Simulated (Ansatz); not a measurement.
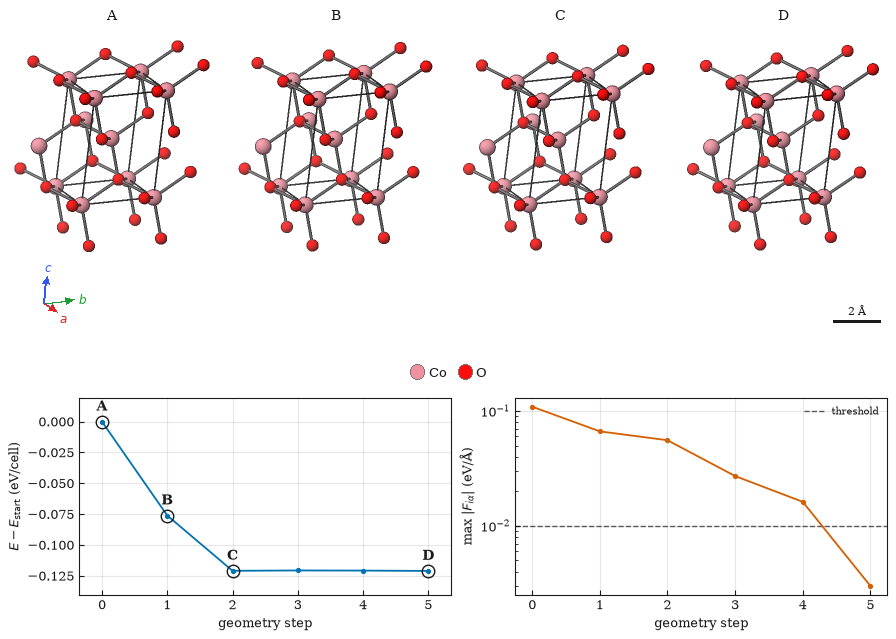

Frames of a relaxation of solid CoO (set up in R3m), marked on the history of the run. A ball-and-stick model of the reduced cell, seen slightly off an axis. Lengths and directions refer to the drawn axes.

Case: relaxed functional: PBEsol.

Level of theory: DFT PBEsol, scalar-relativistic, plane waves, PAW in Ansatz. Set-up: plane-wave cutoff 420 eV; k-point mesh 18 × 18 × 18; occupations gaussian; smearing width 0.1 eV; collinear spin; cell and atoms relaxed; force threshold 0.01 eV/Å; at most 60 steps.

> Describe the path.

The run was cut off at its time limit before the program reported convergence, but its last step already meets the force threshold: the largest component is 0.003 eV/Å against 0.01 eV/Å. The pressure is within 0.01 GPa of its target. After 5 geometry steps the energy has fallen by 0.121 eV per cell of the calculation. Largest force component: 0.11 eV/Å at the start, 0.003 eV/Å at the end. The pressure goes from −9.83 to 0.01 GPa. The largest moves relative to the cell, 0.008 Å, are those of Co and O atoms. Largest moves by element: O 0.008 Å, Co 0.008 Å. The drawn cell changes as follows: a = b 3.204 → 3.139 Å (−2.0 %), c 5.456 → 5.285 Å (−3.1 %), α 72.9° → 72.7°, β 72.9° → 72.7°; the volume changes by −7.2 %. Near-neighbour distances that change, for instance: Co–O 1.963 → 1.916 Å, Co–O 1.909 → 1.861 Å. The space group stays R3m (No. 160). The run took 12 min on 1 thread of Intel(R) Xeon(R) 6975P-C (Granite Rapids), on a shared host, peak memory 1.5 GiB. From step 0 to 1: volume −3.1 %, energy −76.1 meV per cell of the calculation. From step 1 to 2: volume −4.6 %, energy −44.8 meV per cell of the calculation. From step 2 to 5: volume +0.4 %, energy −0.1 meV per cell of the calculation.
